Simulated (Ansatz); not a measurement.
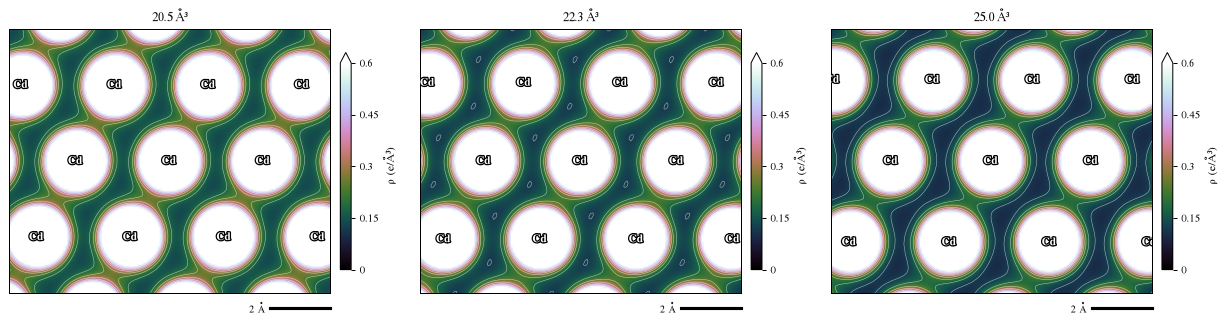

Cd. The valence pseudo-density of cells scaled evenly to different volumes (given per atom above each panel), on the (001) plane of each (indices in the axes of the cell below), at one length scale and on one colour scale.

A generated structure, not necessarily the stable one.

The calculation used DFT, r2SCAN, plane waves (500 eV) with PAW, scalar-relativistic (Ansatz).

The density is the valence pseudo-density of a PAW calculation; it isn't the true density close to the nuclei.

The largest cell:

```cif
data_structure
_symmetry_space_group_name_H-M 'P 1'
_symmetry_Int_Tables_number 1
_cell_length_a 3.3156
_cell_length_b 3.3156
_cell_length_c 6.3769
_cell_angle_alpha 102.595
_cell_angle_beta 102.595
_cell_angle_gamma 125.711
_cell_volume 50.00
loop_
_atom_site_label
_atom_site_type_symbol
_atom_site_fract_x
_atom_site_fract_y
_atom_site_fract_z
_atom_site_occupancy
Cd1 Cd 0.87504 0.12496 0.00000 1
Cd2 Cd 0.87496 0.12504 0.50000 1
```

| volume (Å³/atom) | Cd–Cd contact in the plane (Å) | ρ at its midpoint (e/Å³) | 
| --- | --- | --- |
| 20.53 | 2.833 | 0.259 | 
| 21.43 | 2.874 | ? | 
| 22.32 | 2.913 | 0.227 | 
| 25.00 | 3.025 | 0.190 | 

Q: What values belong in the row with question marks?

A: Over the known rows ln ρ falls by 1.61 per Å of Cd–Cd distance (a least-squares line), which gives 0.242 e/Å³ at 2.874 Å; the calculation gives 0.242 e/Å³.
